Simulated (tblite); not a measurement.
**Run report: C$_{5}$H$_{11}$N, saddle-point search**

C$_{5}$H$_{11}$N, computed with GFN2-xTB saddle search (eigenvector following) and harmonic vibrations, gas phase (tblite 0.8.0).

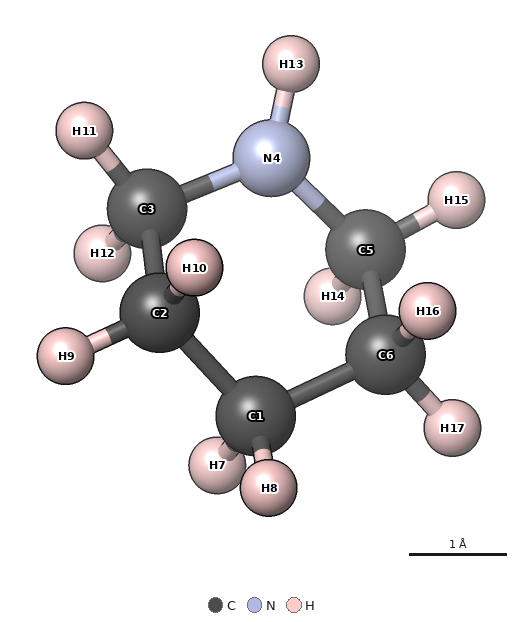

*The starting structure (ball-and-stick view, seen at a tilt; atoms are numbered from 1 in the order of the input).*

Bond lengths as drawn: C–C 1.53 to 1.54 Å, C–H 1.09 to 1.11 Å, C–N 1.43 Å and H–N 1.00 Å.

## Input
```
{"job": {"xc": "GFN2-xTB", "basis": "xTB", "kind": "saddle"}, "charge": 0, "multiplicity": 1}
C     -0.736375    -1.018830    -0.542590
C     -1.400943     0.268123    -0.054296
C     -0.397910     1.428270    -0.134502
N      0.796992     1.099790     0.576600
C      1.477097    -0.086165     0.161332
C      0.537678    -1.296914     0.252731
H     -0.483746    -0.912991    -1.600258
H     -1.429507    -1.858046    -0.444479
H     -2.280033     0.492182    -0.659961
H     -1.718633     0.142688     0.982648
H     -0.834066     2.337941     0.280591
H     -0.164163     1.613712    -1.198857
H      1.142099     1.671939     1.317319
H      1.811170     0.017881    -0.886867
H      2.359604    -0.240626     0.784057
H      0.282416    -1.471379     1.299352
H      1.038321    -2.187576    -0.132821
```

The first line tells a small driver script what to run in tblite; the rest is the geometry in Å.

Hardware: 1 CPU thread, shared host.

Command:
```bash
OMP_NUM_THREADS=1 python <driver script> task.json out
```

## Log
```
step      E/eV     max force
  0    -523.35926   0.0494
  1    -523.36042   0.0091
  2    -523.36042   0.0000
lowest wavenumbers (cm-1): -695.7 227.1 228.3 364.3 428.0 434.2
```

## Trajectory as extended XYZ (Å, eV, eV/Å), 3 frames, from step=0 to step=2
```
17
Properties=species:S:1:pos:R:3:forces:R:3 step=0 energy=-523.35926
C    -0.7364   -1.0188   -0.5426   -0.0210   0.0060   0.0160
C    -1.4009    0.2681   -0.0543    0.0380  -0.0100   0.0090
C    -0.3979    1.4283   -0.1345   -0.0120  -0.0120  -0.0180
N     0.7970    1.0998    0.5766    0.0210   0.0340   0.0290
C     1.4771   -0.0862    0.1613    0.0060  -0.0080  -0.0040
C     0.5377   -1.2969    0.2527    0.0190  -0.0070  -0.0080
H    -0.4837   -0.9130   -1.6003    0.0080   0.0070  -0.0120
H    -1.4295   -1.8580   -0.4445    0.0060   0.0060  -0.0110
H    -2.2800    0.4922   -0.6600   -0.0190   0.0060  -0.0040
H    -1.7186    0.1427    0.9826    0.0050  -0.0060   0.0020
H    -0.8341    2.3379    0.2806   -0.0010   0.0050   0.0070
H    -0.1642    1.6137   -1.1989   -0.0250   0.0090  -0.0070
H     1.1421    1.6719    1.3173   -0.0180  -0.0270  -0.0190
H     1.8112    0.0179   -0.8869    0.0140  -0.0200  -0.0110
H     2.3596   -0.2406    0.7841   -0.0020   0.0010   0.0080
H     0.2824   -1.4714    1.2994   -0.0110   0.0020   0.0140
H     1.0383   -2.1876   -0.1328   -0.0100   0.0120   0.0090
17
Properties=species:S:1:pos:R:3:forces:R:3 step=1 energy=-523.36042
C    -0.7327   -1.0152   -0.5502   -0.0010  -0.0020  -0.0020
C    -1.4000    0.2642   -0.0495   -0.0020  -0.0010   0.0000
C    -0.4032    1.4284   -0.1353    0.0010   0.0020   0.0000
N     0.8003    1.1017    0.5639    0.0020   0.0020   0.0020
C     1.4786   -0.0911    0.1626    0.0020   0.0010   0.0000
C     0.5334   -1.2969    0.2564    0.0000  -0.0010  -0.0010
H    -0.4681   -0.8941   -1.6040   -0.0020  -0.0010   0.0050
H    -1.4248   -1.8569   -0.4713    0.0030   0.0040  -0.0010
H    -2.2880    0.4884   -0.6434    0.0030  -0.0010   0.0020
H    -1.7050    0.1304    0.9904    0.0010   0.0010  -0.0040
H    -0.8377    2.3335    0.2924    0.0010  -0.0020  -0.0010
H    -0.1872    1.6235   -1.2020   -0.0010  -0.0010   0.0050
H     1.1553    1.6840    1.2912   -0.0030  -0.0050  -0.0070
H     1.8264   -0.0023   -0.8832   -0.0020   0.0000   0.0050
H     2.3532   -0.2430    0.7975   -0.0020   0.0010  -0.0020
H     0.2670   -1.4620    1.3024    0.0010   0.0000  -0.0030
H     1.0324   -2.1926   -0.1180   -0.0010   0.0020   0.0010
17
Properties=species:S:1:pos:R:3:forces:R:3 step=2 energy=-523.36042
C    -0.7327   -1.0152   -0.5500    0.0000   0.0000   0.0000
C    -1.4000    0.2643   -0.0497    0.0000   0.0000   0.0000
C    -0.4032    1.4284   -0.1352    0.0000   0.0000   0.0000
N     0.8004    1.1017    0.5637    0.0000   0.0000   0.0000
C     1.4787   -0.0912    0.1626    0.0000   0.0000   0.0000
C     0.5335   -1.2969    0.2564    0.0000   0.0000   0.0000
H    -0.4684   -0.8944   -1.6037    0.0000   0.0000   0.0000
H    -1.4248   -1.8568   -0.4709    0.0000   0.0000   0.0000
H    -2.2877    0.4884   -0.6438    0.0000   0.0000   0.0000
H    -1.7054    0.1306    0.9900    0.0000   0.0000   0.0000
H    -0.8376    2.3334    0.2927    0.0000   0.0000   0.0000
H    -0.1875    1.6239   -1.2017    0.0000   0.0000   0.0000
H     1.1554    1.6839    1.2909    0.0000   0.0000   0.0000
H     1.8266   -0.0025   -0.8830    0.0000   0.0000   0.0000
H     2.3531   -0.2429    0.7977    0.0000   0.0000   0.0000
H     0.2673   -1.4622    1.3023    0.0000   0.0000   0.0000
H     1.0324   -2.1925   -0.1182    0.0000   0.0000   0.0000
```

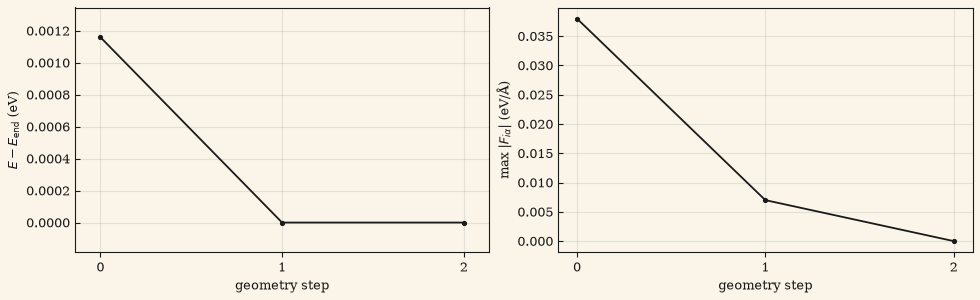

*Progress of the saddle-point search, step by step (steps are counted from 0).*

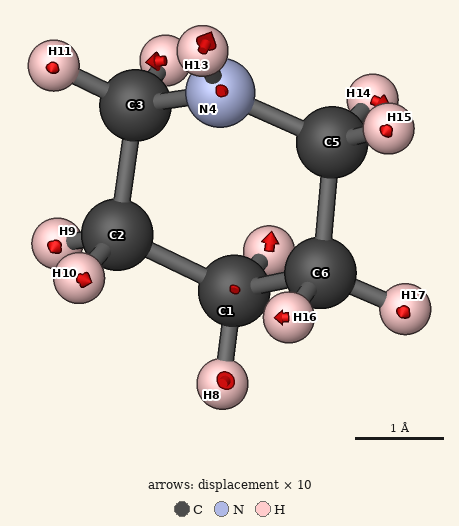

*The starting structure with the displacements as red arrows, magnified 10 times (ball-and-stick view, seen at an oblique angle). The two geometries are laid on each other by the best rigid fit.*

Over 2 geometry steps the energy falls by 0.001 eV. The largest force component goes from 0.038 to under 0.0001 eV/Å. The atom that moves furthest after the best rigid fit is H13 (0.032 Å). Largest moves by element: H 0.032 Å, N 0.013 Å, C 0.009 Å. (Atoms are counted from 1 in the order of the input.)

## Key numbers

| quantity | value |
| --- | --- |
| outcome | converged |
| total energy | −523.3604 eV |
| point group | Cs |
| wall time | 2.1 s |
| peak memory | 0.19 GiB |
